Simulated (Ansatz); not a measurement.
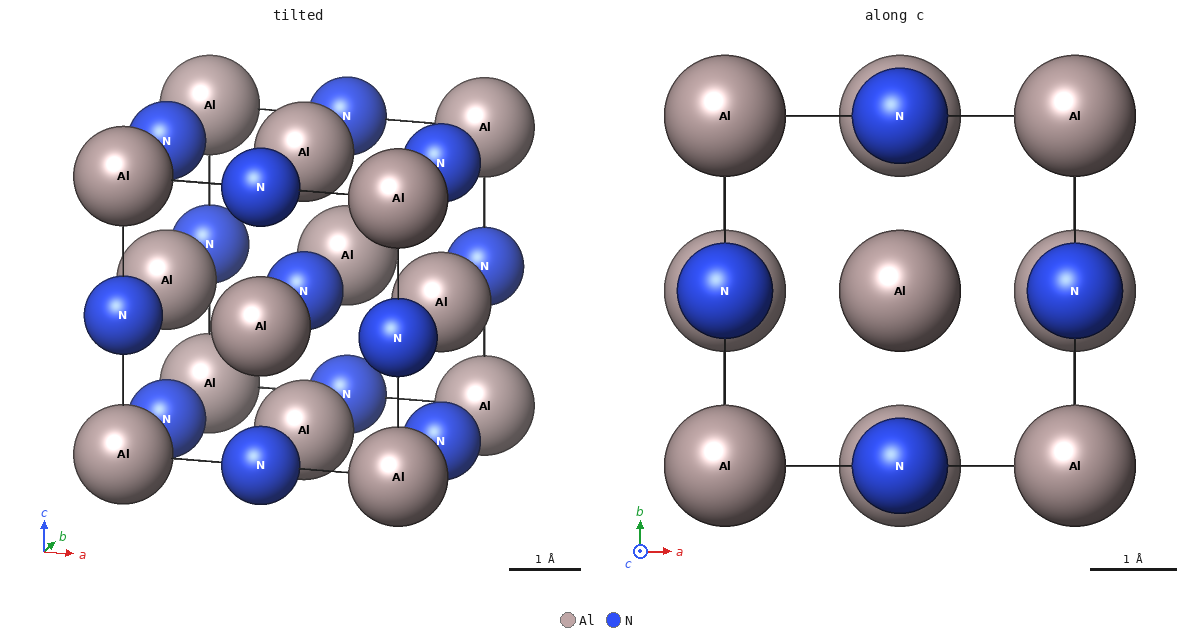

Structure drawing (spheres-only), viewed slightly off an axis and along the c axis. Atoms at the boundary of the conventional unit cell (the box) are drawn once for each face, edge or corner they touch.

AlN, rock salt (NaCl type), space group Fm-3m (No. 225), a = 4.078 Å, b = 4.078 Å, c = 4.078 Å, α = 90.00°, β = 90.00°, γ = 90.00°. It goes back to a structure type filled with these elements by a generator (whether the compound takes this form wasn't checked). The cell was then strained or its atoms displaced on purpose. Ansatz was used for an electronic-structure calculation on it.

This one geometry was computed with Ansatz (DFT, plane waves, PAW) at three levels of theory: HSE06, PBE and r2SCAN. It was relaxed with r2SCAN and then strained.

Q: Which level gives the highest pressure at this volume, and what does that say about its equilibrium volume?

A: Highest: PBE (-1.4 GPa), which points to the largest equilibrium volume. Lowest, with the smallest volume: HSE06 (-9.3 GPa). Levels within 0.5 GPa of each other can't be told apart.

Q: How does the band gap change with the level of theory?

A: PBE: a gap of 4.38 eV, indirect; r2SCAN: a gap of 5.22 eV, indirect; HSE06: a gap of 5.77 eV, indirect.

Q: Collect the results in a table.

A:
| level | cutoff (eV) | k-mesh of the run's cell | gap (eV) | pressure (GPa) |
| --- | --- | --- | --- | --- |
| HSE06 | 420 | 8×8×8 | 5.77 | -9.3 |
| PBE | 420 | 10×10×10 | 4.38 | -1.4 |
| r2SCAN | 500 | 10×10×10 | 5.22 | -7.8 |

Gaps are taken on the k-mesh or band path of each run.
